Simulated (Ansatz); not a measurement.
# Residual resistivity of an alloy: Au(111) with 4 layers of random Au-Al, 2x2

How strongly does chemical disorder scatter in Au(111) with 4 layers of random Au-Al, 2x2?

Program: Ansatz 0.2.0. Level of theory: Ansatz plane-wave DFT, PBE, PAW files; ballistic transport by layer matching (Landauer), zero bias; PAW set soft_1. Results are calculated unless marked as measured.

### Step 1. The starting structure

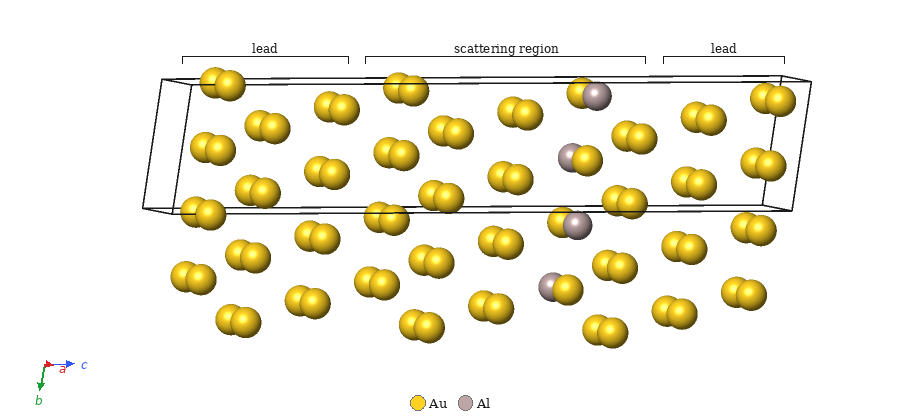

The cell as given, from the side, with the c axis across the page (gold yellow, aluminium light grey). 1×2×1 cells are drawn.

The cell holds 40 atoms: 38 Au and 2 Al. Cell: a = 5.768 Å, b = 5.768 Å, c = 23.605 Å, α = 93.5°, β = 86.5°, γ = 120.0°. It derives from Au. Regions: lead, 24 atoms (24 Au); scattering region, 16 atoms (14 Au and 2 Al). The structure is stacked along c, and the current runs across the ab planes.

### Step 2. With 4 alloy layers

In 4 layers a share of 0.125 of the sites is given to Al at random. The layers about the cell's end stay perfect and serve as the lead. Energies from -0.05 to 0.05 eV in steps of 0.05 eV are too few for the program's thermal sum, so it prints no conductance; for a metal the transmission near the Fermi level serves, at a fraction of the cost.

Input file input.yaml:

```yaml
crystal:
  lattice:
    - [5.7675164607, 0.0, 0.0]
    - [-2.8837582304, 4.9948157718, 0.0]
    - [1.4418791152, -0.8324692953, 23.5457873532]
  atoms:
    - { symbol: Au, position: [0.9916666667, 0.0083333333, 0.05] }
    - { symbol: Au, position: [0.9916666667, 0.5083333333, 0.05] }
    - { symbol: Au, position: [0.4916666667, 0.0083333333, 0.05] }
    - { symbol: Au, position: [0.4916666667, 0.5083333333, 0.05] }
    - { symbol: Au, position: [0.1416666667, 0.3583333333, 0.15] }
    - { symbol: Au, position: [0.1416666667, 0.8583333333, 0.15] }
    - { symbol: Au, position: [0.6416666667, 0.3583333333, 0.15] }
    - { symbol: Au, position: [0.6416666667, 0.8583333333, 0.15] }
    - { symbol: Au, position: [0.2916666667, 0.2083333333, 0.25] }
    - { symbol: Au, position: [0.2916666667, 0.7083333333, 0.25] }
    - { symbol: Au, position: [0.7916666667, 0.2083333333, 0.25] }
    - { symbol: Au, position: [0.7916666667, 0.7083333333, 0.25] }
    - { symbol: Au, position: [0.9416666667, 0.0583333333, 0.35] }
    - { symbol: Au, position: [0.9416666667, 0.5583333333, 0.35] }
    - { symbol: Au, position: [0.4416666667, 0.0583333333, 0.35] }
    - { symbol: Au, position: [0.4416666667, 0.5583333333, 0.35] }
    - { symbol: Au, position: [0.0916666667, 0.4083333333, 0.45] }
    - { symbol: Au, position: [0.0916666667, 0.9083333333, 0.45] }
    - { symbol: Au, position: [0.5916666667, 0.4083333333, 0.45] }
    - { symbol: Au, position: [0.5916666667, 0.9083333333, 0.45] }
    - { symbol: Au, position: [0.2416666667, 0.2583333333, 0.55] }
    - { symbol: Au, position: [0.2416666667, 0.7583333333, 0.55] }
    - { symbol: Au, position: [0.7416666667, 0.2583333333, 0.55] }
    - { symbol: Au, position: [0.7416666667, 0.7583333333, 0.55] }
    - { symbol: Al, position: [0.8916666667, 0.1083333333, 0.65] }
    - { symbol: Au, position: [0.8916666667, 0.6083333333, 0.65] }
    - { symbol: Au, position: [0.3916666667, 0.1083333333, 0.65] }
    - { symbol: Al, position: [0.3916666667, 0.6083333333, 0.65] }
    - { symbol: Au, position: [0.0416666667, 0.4583333333, 0.75] }
    - { symbol: Au, position: [0.0416666667, 0.9583333333, 0.75] }
    - { symbol: Au, position: [0.5416666667, 0.4583333333, 0.75] }
    - { symbol: Au, position: [0.5416666667, 0.9583333333, 0.75] }
    - { symbol: Au, position: [0.1916666667, 0.3083333333, 0.85] }
    - { symbol: Au, position: [0.1916666667, 0.8083333333, 0.85] }
    - { symbol: Au, position: [0.6916666667, 0.3083333333, 0.85] }
    - { symbol: Au, position: [0.6916666667, 0.8083333333, 0.85] }
    - { symbol: Au, position: [0.8416666667, 0.1583333333, 0.95] }
    - { symbol: Au, position: [0.8416666667, 0.6583333333, 0.95] }
    - { symbol: Au, position: [0.3416666667, 0.1583333333, 0.95] }
    - { symbol: Au, position: [0.3416666667, 0.6583333333, 0.95] }
kpoints:
  mp_grid: { grid: [5, 5, 1] }
hamiltonian:
  xc: pbe
  pseudopotentials: { kind: paw, azcp: { folder: soft_1 } }
scf:
  occupations: { method: fermi_dirac, width: 0.1 }
output:
  transmission:
    leads: [[0, 4]]
    kmesh: [10, 10]
    e_range: [-0.05, 0.05]
    de: 0.05
  write_potential: true
  write_density: true
  volumetric_format: npy
```

Started as:

```bash
ansatz run input.yaml --threads 4 --pin off --max-ram 15360MiB --backend cpu --events-out ev --progress --plain --runs-dir out
```

Numbers of over 12 decimals in the logs are rounded to 6 here.

The log of the run:

```text
Engine: ansatz 0.2.0, aarch64-unknown-linux-gnu
Pseudopotentials: kind: paw
Pseudopotential: Au, paw, valence charge 19, recommended cutoff 420 eV (normal), soft_1/Au.paw.azcp
Pseudopotential: Al, paw, valence charge 3, recommended cutoff 420 eV (normal), soft_1/Al.paw.azcp
Functional definition: PBE
  parameter kappa = 0.804
  parameter beta = 0.066725
  exchange = pbe_x(kappa = kappa, mu = beta*pi^2/3)
  correlation = pbe_c(beta = beta)
Crystal: 40 atoms, lattice volume = 678.300 Å³
Basis set: ecut = 420 eV, 13321 PW (Γ)
Bands: 437, of which v1, the nominal top of the filled ones, is band 364 counted from 1 (363 counted from 0)
Symmetry: 8 space group operations
Space group: P2/m (ITA 10), of the structure as read, at distance tolerance 8.8e-5 Å
k-points: 9 of 25
Non-local potential: Au, projectors of the file, l = 0: 3, l = 1: 2, l = 2: 2, l = 3: 1
Non-local potential: Al, projectors of the file, l = 0: 2, l = 1: 2, l = 2: 1
PAW form: soft (Blöchl's): semilocal exchange-correlation on the pseudo side does not see the compensation charge
PAW one-centre angular grid: Au, 590 points (default); XC on 64 Gauss nodes
PAW one-centre angular grid: Al, 110 points (default); XC on 64 Gauss nodes
Initial density: superposition of atomic densities (chi_scale 0.1, normalization cell, long waves of neutral atoms (reshape's long-wave potential 2.30 eV rms, cloud 2.57 Å wide))
Initial wavefunctions: pseudopotential atomic-orbital guess
Functional: x = pbe(κ = 0.804, μ = 0.219515), c = pbe(β = 0.066725)
SCF iter   1: F=—  HF=-500833.762160 eV  |F-HF|=—  |Δ(HF+E_count)|=         —  Δρ=7.23e-2  dr2=6.37e1  ethr=3.10e-3  ⟨swp⟩=4.3  Hψ=11918  notcnv=0  defer=72
preconditioner: auto → Kerker (q_TF=auto, 2.761 Å⁻¹)  [metal: Δε(μ)=0.009 eV  Ē_g=9.696 eV  σ=0.100 eV  W_gap=0.02  n_scr=254 (ndim 8)  ℏωp=29.4 eV  f_vac=0.000  D(μ)=18.43/eV (n_scr^D=122)]
SCF iter   2: F=—  HF=-500823.635334 eV  |F-HF|=—  |Δ(HF+E_count)|=    1.01e1  Δρ=3.24e-2  dr2=1.72e1  ethr=3.10e-3  ⟨swp⟩=2.0  Hψ=6093  notcnv=0  defer=434
SCF iter   3: F=—  HF=-500821.146834 eV  |F-HF|=—  |Δ(HF+E_count)|=    2.49e0  Δρ=7.90e-3  dr2=1.32e0  ethr=2.36e-3  ⟨swp⟩=2.3  Hψ=5448  notcnv=0  defer=434
SCF iter   4: F=—  HF=-500821.138070 eV  |F-HF|=—  |Δ(HF+E_count)|=   8.76e-3  Δρ=1.52e-3  dr2=1.08e-1  ethr=1.81e-4  ⟨swp⟩=1.0  Hψ=4527  notcnv=0  defer=434
SCF iter   5: F=—  HF=-500821.135259 eV  |F-HF|=—  |Δ(HF+E_count)|=   2.81e-3  Δρ=6.28e-4  dr2=1.02e-2  ethr=1.48e-5  ⟨swp⟩=1.7  Hψ=3497  notcnv=0  defer=434
SCF iter   6: F=—  HF=-500821.134905 eV  |F-HF|=—  |Δ(HF+E_count)|=   3.54e-4  Δρ=2.15e-4  dr2=1.25e-3  ethr=1.41e-6  ⟨swp⟩=2.0  Hψ=3690  notcnv=0  defer=434
SCF iter   7: F=—  HF=-500821.134908 eV  |F-HF|=—  |Δ(HF+E_count)|=   2.46e-6  Δρ=5.88e-5  dr2=1.02e-4  ethr=1.72e-7  ⟨swp⟩=2.0  Hψ=4275  notcnv=0  defer=434
SCF iter   8: F=—  HF=-500821.134792 eV  |F-HF|=—  |Δ(HF+E_count)|=   1.16e-4  Δρ=1.86e-5  dr2=7.22e-6  ethr=1.40e-8  ⟨swp⟩=2.0  Hψ=4883  notcnv=0  defer=434
SCF iter   9: F=—  HF=-500821.134160 eV  |F-HF|=—  |Δ(HF+E_count)|=   6.32e-4  Δρ=7.91e-6  dr2=1.92e-6  ethr=9.92e-10  ⟨swp⟩=2.0  Hψ=6514  notcnv=0  defer=435
SCF iter  10: F=—  HF=-500821.134160 eV  |F-HF|=—  |Δ(HF+E_count)|=   8.63e-8  Δρ=2.71e-6  dr2=2.57e-7  ethr=2.63e-10  ⟨swp⟩=2.0  Hψ=6408  notcnv=0  defer=435
SCF iter  11: F=-500821.134160 eV  HF=-500821.134160 eV  |F-HF|=8.61e-9  |Δ(HF+E_count)|=   1.12e-8  Δρ=8.48e-7  dr2=1.09e-8  ethr=1.37e-11  ⟨swp⟩=9.1  Hψ=15003  notcnv=0
SCF 1 converged in 11 iterations: F = -500821.134160 eV  dr2 = 1.09e-8
  greatest PAW one-centre occupation: 1.000 electrons in one spin orbital (limit 2), on the Au atom at site 26 (counted from 0), in its partial waves of l = 0
transmission: 99 of 930 steps passed
transmission: 189 of 930 steps passed
[...]
transmission: 930 of 930 steps passed
SCF converged after 11 iterations
Free energy (F): -500821.134160 eV
Harris-Foulkes:  -500821.134160 eV  (|F-HF|=8.61e-9)
Internal energy: -500820.590008 eV  (E = F + TS)
E sigma→0 (E₀):  -500820.862084 eV
Entropy (-TS):   -0.544151 eV (-13.604 meV/atom)
Fermi energy:    20.125605 eV
--- Per-component energies (eV) ---
  E_band       = -8208.416837
  E_kinetic    = 22021.190296
  E_local      = -77613.147915  (includes V_loc(G=0)·N_el)
  E_nonlocal   = 3739.186663
  E_hartree    = 34354.177800
  E_xc         = -8267.687761
  E_vxc        = -10009.806303  (∫ρ·V_xc dr)
  E_paw        = -370736.294991  (= ΣΔE_a)
  E_vpaw       = -15054.236150  (= ΣTr[D̂ρ^β])
  E_aug_tail   = 0.064726  (compensation charges beyond the density's cutoff)
  E_ewald      = -104318.078826
  E_smearing   = -0.544151  (= −TS)
  E_closure    = -0.000000  (closes the sum)
  Σ components = -500821.134160   (vs F -500821.134160, Δ=0.00e0)
--- Band table (eV; the first three rows and the last of 9) ---
  k-point 0: bands = [... 360 lower, 20.1207, 20.1264, 20.2358, 20.3574, 20.4451, 20.5779, 20.7943, 20.7981, ... 69 higher]
  k-point 1: bands = [... 360 lower, 19.6891, 19.8365, 20.0015, 20.0478, 20.1172, 20.2287, 20.2634, 20.4366, ... 69 higher]
  k-point 2: bands = [... 360 lower, 19.8562, 19.8670, 19.9540, 20.0456, 20.1115, 20.1934, 20.3999, 20.4974, ... 69 higher]
  k-point 8: bands = [... 360 lower, 19.8426, 19.8812, 19.8923, 20.1064, 20.1847, 20.2087, 20.2671, 20.3554, ... 69 higher]
--- Transmission ---
  basis      : 253 plane waves across, 30 finite elements along
  points     : 31, standing for a mesh of 10 x 10
  energies   : 3 from -0.050000 to 0.050000 eV about the Fermi level, 0.050000 eV apart; the leads are filled to 0.000000 eV, and channels, transmission and decay are at 0.000000 eV
  crystal 0  : Au4, at the sites [0, 4], period 2.3546 Å, over 21.19 Å; its Hamiltonian steps by up to 3.2 meV
    offset         : up to 0.0000 Å between an atom of the period and one for which it stands
    channels       : 3.210000e0 a spin
    conductance    : none, the energies end too early or step too widely for 300 K: set another output.transmission.e_range or a lower de, or, where they end at an eighth of basis.ecutwfc, a higher one
  junction   : crystal 0 to crystal 0, 4.01 to 25.20 Å
    transmission   : 2.781683e0 a spin
    conductance    : none, the energies end too early or step too widely for 300 K: set another output.transmission.e_range or a lower de, or, where they end at an eighth of basis.ecutwfc, a higher one
```

It took 6.3 min on 4 threads of Arm Neoverse V1, shared host; peak memory 5.3 GiB.

The column dr2 measures how far the density is from self-consistency, as an energy; F and HF (Harris–Foulkes) agree once it is small.

This step gave:

```yaml
free_energy: -500821.1342 eV
energy_at_zero_smearing: -500820.8621 eV
fermi_energy: 20.13 eV
cell_area: 28.81 Å²
transmission_per_spin_nearest_the_fermi_level: 2.782
open_channels_per_spin_nearest_the_fermi_level: 3.21
step_of_the_lead_s_potential: 3.2 meV
```

Per spin. Table of transmission, zone mean by energy, zero at the Fermi level:

| energy (eV) | transmission, zone mean |
| --- | --- |
| -0.0500 | 2.79 |
| 0.0000 | 2.78 |
| 0.0500 | 2.78 |

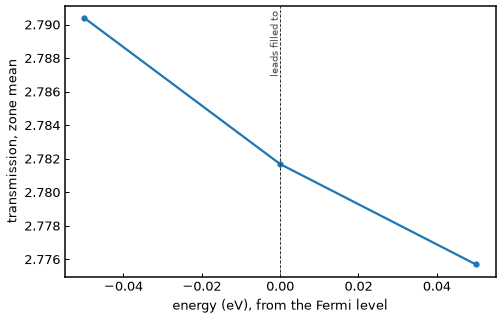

Transmission, zone mean against energy.

Per spin. The open channels, zone mean, lead stays at 3.21 for energy from -0.05 to 0.05 eV.

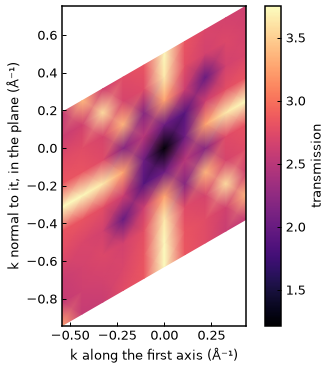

Transmission over k1 and k2. At 0.0000 eV from the Fermi level.

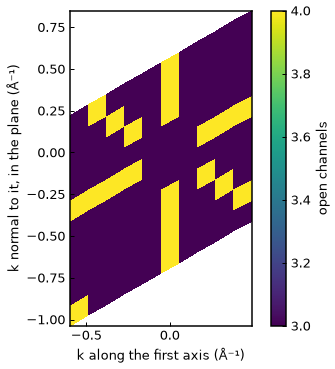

Open channels over k1 and k2. At 0.0000 eV from the Fermi level.

Over the solved energies the transmission per spin lies between 2.78 and 2.79, out of 3.21 channels of the lead on average (up to 3.21).

### Step 3. With 8 alloy layers

System of this step: Au(111) with 8 layers of random Au-Al, 2x2. The cell holds 56 atoms: 52 Au and 4 Al. Its edges and angles: a = 5.768 Å, b = 5.768 Å, c = 33.006 Å, α = 87.5°, β = 92.5°, γ = 120.0°. It derives from Au. Regions: lead, 24 atoms (24 Au); scattering region, 32 atoms (28 Au and 4 Al). The structure is stacked along c, and the current runs across the ab planes.

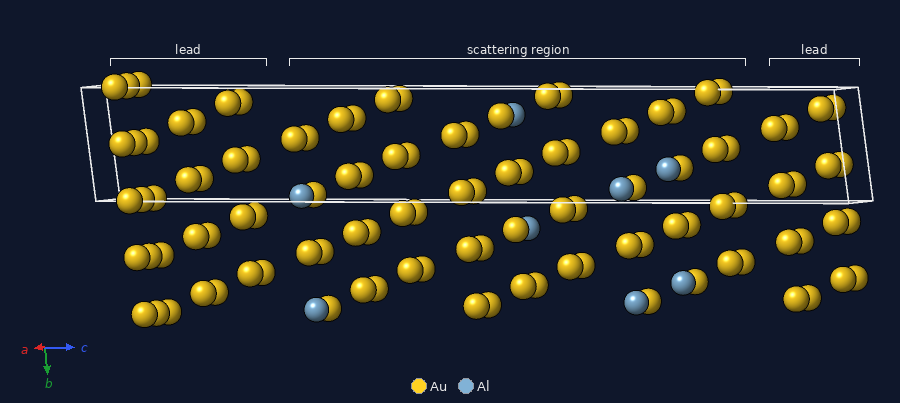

The cell of this step (gold yellow, aluminium light blue). 1×2×1 cells are drawn. Some periodic images of atoms are drawn too.

Input file input.yaml:

```yaml
crystal:
  lattice:
    - [5.7675164607, 0.0, 0.0]
    - [-2.8837582304, 4.9948157718, 0.0]
    - [-1.4418791152, 0.8324692953, 32.9641022945]
  atoms:
    - { symbol: Au, position: [0.005952381, 0.994047619, 0.0357142857] }
    - { symbol: Au, position: [0.005952381, 0.494047619, 0.0357142857] }
    - { symbol: Au, position: [0.505952381, 0.994047619, 0.0357142857] }
    - { symbol: Au, position: [0.505952381, 0.494047619, 0.0357142857] }
    - { symbol: Au, position: [0.1845238095, 0.3154761905, 0.1071428571] }
    - { symbol: Au, position: [0.1845238095, 0.8154761905, 0.1071428571] }
    - { symbol: Au, position: [0.6845238095, 0.3154761905, 0.1071428571] }
    - { symbol: Au, position: [0.6845238095, 0.8154761905, 0.1071428571] }
    - { symbol: Au, position: [0.3630952381, 0.1369047619, 0.1785714286] }
    - { symbol: Au, position: [0.3630952381, 0.6369047619, 0.1785714286] }
    - { symbol: Au, position: [0.8630952381, 0.1369047619, 0.1785714286] }
    - { symbol: Au, position: [0.8630952381, 0.6369047619, 0.1785714286] }
    - { symbol: Au, position: [0.0416666667, 0.9583333333, 0.25] }
    - { symbol: Au, position: [0.0416666667, 0.4583333333, 0.25] }
    - { symbol: Al, position: [0.5416666667, 0.9583333333, 0.25] }
    - { symbol: Au, position: [0.5416666667, 0.4583333333, 0.25] }
    - { symbol: Au, position: [0.2202380952, 0.2797619048, 0.3214285714] }
    - { symbol: Au, position: [0.2202380952, 0.7797619048, 0.3214285714] }
    - { symbol: Au, position: [0.7202380952, 0.2797619048, 0.3214285714] }
    - { symbol: Au, position: [0.7202380952, 0.7797619048, 0.3214285714] }
    - { symbol: Au, position: [0.3988095238, 0.1011904762, 0.3928571429] }
    - { symbol: Au, position: [0.3988095238, 0.6011904762, 0.3928571429] }
    - { symbol: Au, position: [0.8988095238, 0.1011904762, 0.3928571429] }
    - { symbol: Au, position: [0.8988095238, 0.6011904762, 0.3928571429] }
    - { symbol: Au, position: [0.0773809524, 0.9226190476, 0.4642857143] }
    - { symbol: Au, position: [0.0773809524, 0.4226190476, 0.4642857143] }
    - { symbol: Au, position: [0.5773809524, 0.9226190476, 0.4642857143] }
    - { symbol: Au, position: [0.5773809524, 0.4226190476, 0.4642857143] }
    - { symbol: Al, position: [0.255952381, 0.244047619, 0.5357142857] }
    - { symbol: Au, position: [0.255952381, 0.744047619, 0.5357142857] }
    - { symbol: Au, position: [0.755952381, 0.244047619, 0.5357142857] }
    - { symbol: Au, position: [0.755952381, 0.744047619, 0.5357142857] }
    - { symbol: Au, position: [0.4345238095, 0.0654761905, 0.6071428571] }
    - { symbol: Au, position: [0.4345238095, 0.5654761905, 0.6071428571] }
    - { symbol: Au, position: [0.9345238095, 0.0654761905, 0.6071428571] }
    - { symbol: Au, position: [0.9345238095, 0.5654761905, 0.6071428571] }
    - { symbol: Au, position: [0.1130952381, 0.8869047619, 0.6785714286] }
    - { symbol: Au, position: [0.1130952381, 0.3869047619, 0.6785714286] }
    - { symbol: Al, position: [0.6130952381, 0.8869047619, 0.6785714286] }
    - { symbol: Au, position: [0.6130952381, 0.3869047619, 0.6785714286] }
    - { symbol: Au, position: [0.2916666667, 0.2083333333, 0.75] }
    - { symbol: Au, position: [0.2916666667, 0.7083333333, 0.75] }
    - { symbol: Au, position: [0.7916666667, 0.2083333333, 0.75] }
    - { symbol: Al, position: [0.7916666667, 0.7083333333, 0.75] }
    - { symbol: Au, position: [0.4702380952, 0.0297619048, 0.8214285714] }
    - { symbol: Au, position: [0.4702380952, 0.5297619048, 0.8214285714] }
    - { symbol: Au, position: [0.9702380952, 0.0297619048, 0.8214285714] }
    - { symbol: Au, position: [0.9702380952, 0.5297619048, 0.8214285714] }
    - { symbol: Au, position: [0.1488095238, 0.8511904762, 0.8928571429] }
    - { symbol: Au, position: [0.1488095238, 0.3511904762, 0.8928571429] }
    - { symbol: Au, position: [0.6488095238, 0.8511904762, 0.8928571429] }
    - { symbol: Au, position: [0.6488095238, 0.3511904762, 0.8928571429] }
    - { symbol: Au, position: [0.3273809524, 0.1726190476, 0.9642857143] }
    - { symbol: Au, position: [0.3273809524, 0.6726190476, 0.9642857143] }
    - { symbol: Au, position: [0.8273809524, 0.1726190476, 0.9642857143] }
    - { symbol: Au, position: [0.8273809524, 0.6726190476, 0.9642857143] }
kpoints:
  mp_grid: { grid: [5, 5, 1] }
hamiltonian:
  xc: pbe
  pseudopotentials: { kind: paw, azcp: { folder: soft_1 } }
scf:
  occupations: { method: fermi_dirac, width: 0.1 }
output:
  transmission:
    leads: [[0, 4]]
    kmesh: [10, 10]
    e_range: [-0.05, 0.05]
    de: 0.05
  write_potential: true
  write_density: true
  volumetric_format: npy
```

The log of the run:

```text
[...]
Crystal: 56 atoms, lattice volume = 949.619 Å³
Basis set: ecut = 420 eV, 18659 PW (Γ)
Bands: 600, of which v1, the nominal top of the filled ones, is band 500 counted from 1 (499 counted from 0)
Symmetry: 2 space group operations
[...]
k-points: 9 of 25 (time reversal used)
[...]
SCF iter   1: F=—  HF=-686032.691734 eV  |F-HF|=—  |Δ(HF+E_count)|=         —  Δρ=7.32e-2  dr2=8.21e1  ethr=3.10e-3  ⟨swp⟩=4.6  Hψ=16188  notcnv=0  defer=185
[...]
SCF iter  13: F=-686014.938774 eV  HF=-686014.938774 eV  |F-HF|=3.10e-8  |Δ(HF+E_count)|=   8.38e-9  Δρ=4.36e-7  dr2=3.20e-8  ethr=1.00e-11  ⟨swp⟩=8.8  Hψ=20135  notcnv=0
SCF 1 converged in 13 iterations: F = -686014.938774 eV  dr2 = 3.20e-8
[...]
transmission: 136 of 1333 steps passed
transmission: 268 of 1333 steps passed
[...]
transmission: 1333 of 1333 steps passed
SCF converged after 13 iterations
Free energy (F): -686014.938774 eV
[...]
Internal energy: -686014.312475 eV  (E = F + TS)
E sigma→0 (E₀):  -686014.625625 eV
Entropy (-TS):   -0.626299 eV (-11.184 meV/atom)
Fermi energy:    19.911116 eV
[...]
--- Band table (eV; the first three rows and the last of 9) ---
  k-point 0: bands = [... 496 lower, 19.8763, 20.0657, 20.0944, 20.1784, 20.1805, 20.2130, 20.2166, 20.2660, ... 96 higher]
  k-point 1: bands = [... 496 lower, 19.4695, 19.6364, 19.6906, 19.7568, 19.8057, 19.8622, 19.8936, 19.9578, ... 96 higher]
  k-point 2: bands = [... 496 lower, 19.6152, 19.7022, 19.7175, 19.8423, 19.8895, 19.9104, 19.9777, 20.1186, ... 96 higher]
  k-point 8: bands = [... 496 lower, 19.6098, 19.6760, 19.6944, 19.7368, 19.9668, 20.0131, 20.0433, 20.1084, ... 96 higher]
--- Transmission ---
  basis      : 253 plane waves across, 43 finite elements along
  points     : 31, standing for a mesh of 10 x 10
[...]
channels       : 3.210000e0 a spin
[...]
junction   : crystal 0 to crystal 0, 0.70 to 31.31 Å
    transmission   : 2.316684e0 a spin
[...]
```

Wall time 13 min (4 threads); peak memory 9.5 GiB.

This step gave:

* free energy: -686014.9388 eV
* energy at zero smearing: -686014.6256 eV
* Fermi energy: 19.91 eV
* transmission per spin nearest the Fermi level: 2.317
* step of the lead's potential: 28.8 meV

Per spin. The transmission, zone mean by energy, zero at the Fermi level:

| energy (eV) | transmission, zone mean |
| --- | --- |
| -0.0500 | 2.39 |
| 0.0000 | 2.32 |
| 0.0500 | 2.45 |

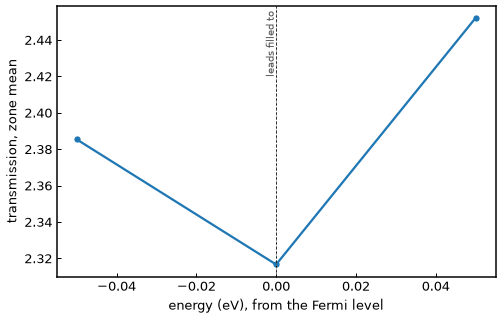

Transmission, zone mean against energy.

Over the solved energies the transmission per spin lies between 2.32 and 2.45, out of 3.21 channels of the lead on average (up to 3.21). The log calls the step of a lead's potential too much.

(Continued in part 2 of 2.)

[Logs are printed without paths, hosts, clocks, repeated set-up lines and the standing remarks that a program may print on its own settings, such as how far it seeks lower states.]

[Hosts, paths, dates, database ids (printed as entryN), source tags and the programs' standing remarks are cut or masked in the printed files.]
